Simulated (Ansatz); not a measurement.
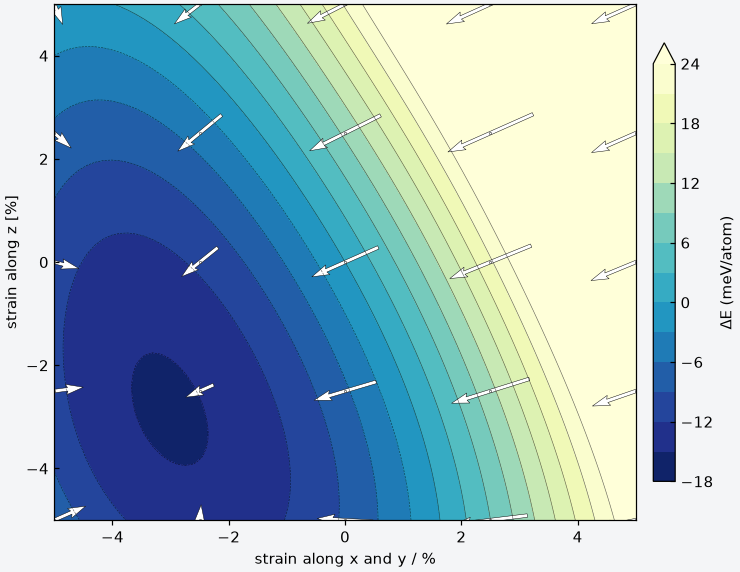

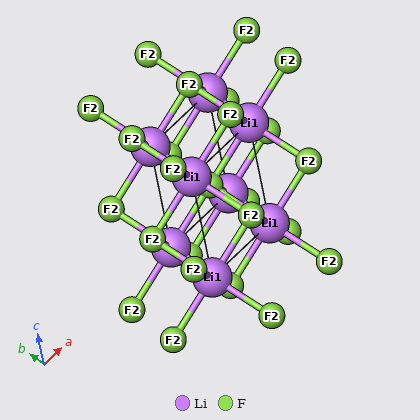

Energy landscape of LiF (Fm-3m, No. 225; 2 atoms in the cell). The cell is strained homogeneously, by one strain along x and y and another along z, with fractional coordinates fixed (x, y and z along the cube axes). The first coordinate is: strain along x and y; the second: strain along z. Grid: 5 × 5 points. Points are written as (first, second). Energies are in meV/atom, from the unstrained cell. The reference cell is the one listed in the database, not relaxed at this level. Theory: DFT LDA, scalar-relativistic, plane waves, PAW (Ansatz). Settings: cutoff 420 eV, k-mesh 10×10×10, gaussian smearing 0.05 eV, no spin polarisation.

The picture shows filled contours, dots at the grid points, arrows along the force (downhill), their lengths compressed, one colour for all values above the top of the scale. Between grid points the surface is interpolated. The second picture is the reference structure.

### What does the map say about the system?

The lowest grid point is at (−2.5 %, −2.5 %), −15 meV/atom from the unstrained cell. It is the only kind of minimum in the scanned range. The highest grid point, (5.0 %, 5.0 %), lies 95 meV/atom above the lowest. The gap on the k-mesh is 9.6 eV at the lowest point and runs from 7.6 to 10.4 eV over the map.

The values on the grid:

| strain along z ↓, strain along x and y → | −5.0 | −2.5 | 0.0 | 2.5 | 5.0 |
| --- | --- | --- | --- | --- | --- |
| 5.0 | 0 | 4 | 21 | 47 | 80 |
| 2.5 | −7 | −5 | 10 | 33 | 63 |
| 0.0 | −11 | −11 | 0 | 21 | 48 |
| −2.5 | −11 | −15 | −6 | 11 | 35 |
| −5.0 | −7 | −14 | −9 | 6 | 27 |
